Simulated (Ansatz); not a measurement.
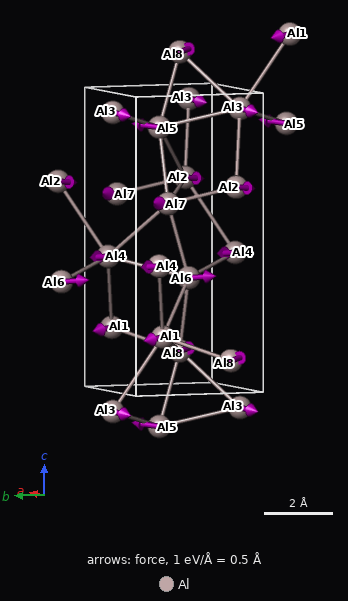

Starting geometry of crystalline Al (a generated structure, set up in P4_3) (coarse preliminary run) with the computed forces as purple arrows. Style: ball-and-stick. Shown: the cell of the calculation, from a free direction.

Theory: DFT PBE, scalar-relativistic, plane waves, PAW in Ansatz. Settings: plane-wave cutoff 420 eV; k-point mesh 4 × 4 × 2; occupations gaussian; smearing width 0.1 eV; no spin polarisation; cell and atoms relaxed; force threshold 0.04 eV/Å; at most 70 steps.

**What follows when this structure is relaxed?**

It isn't relaxed: the largest force vector, on Al atoms, is 1.88 eV/Å. The final displacements follow the starting forces only in part (cosine between the two patterns 0.48). The largest moves relative to the cell, 1.00 Å, are those of Al5, Al6, Al7 and Al8. Al6 goes roughly along [−3 −3 1]. The volume changes by −8.0 %, with a = b 4.032 → 4.002 Å (−0.7 %), c 8.831 → 8.245 Å (−6.6 %). Among the contacts that change: Al5–Al7 4.035 → 2.873 Å, Al1–Al3 3.553 → 2.873 Å, Al1–Al5 3.530 → 2.875 Å, Al1–Al5 (another image) 3.510 → 2.873 Å. Bond angles that change, for instance: Al3–Al1–Al6 132.2° → 179.9°, Al6–Al1–Al8 107.3° → 60.5°, Al3–Al1–Al8 82.7° → 119.5°. The space group (tolerance 0.01 Å) goes from P4_3 (No. 78) to I4/mmm (No. 139). Over 10 accepted moves (13 points after the start) the energy falls by 650 meV per atom. The largest force component goes from 1.5 to 0.0048 eV/Å. The pressure goes from 16.31 to −0.05 GPa. The line search rejected the trial steps at points 8, 9 of the run. At 1 point the geometry stayed and the basis and grid were re-selected for the new cell (energy shift of 0.3 meV per atom at most each time).

Limits of the set-up: the k-point mesh is coarse for a cell with partly filled bands.
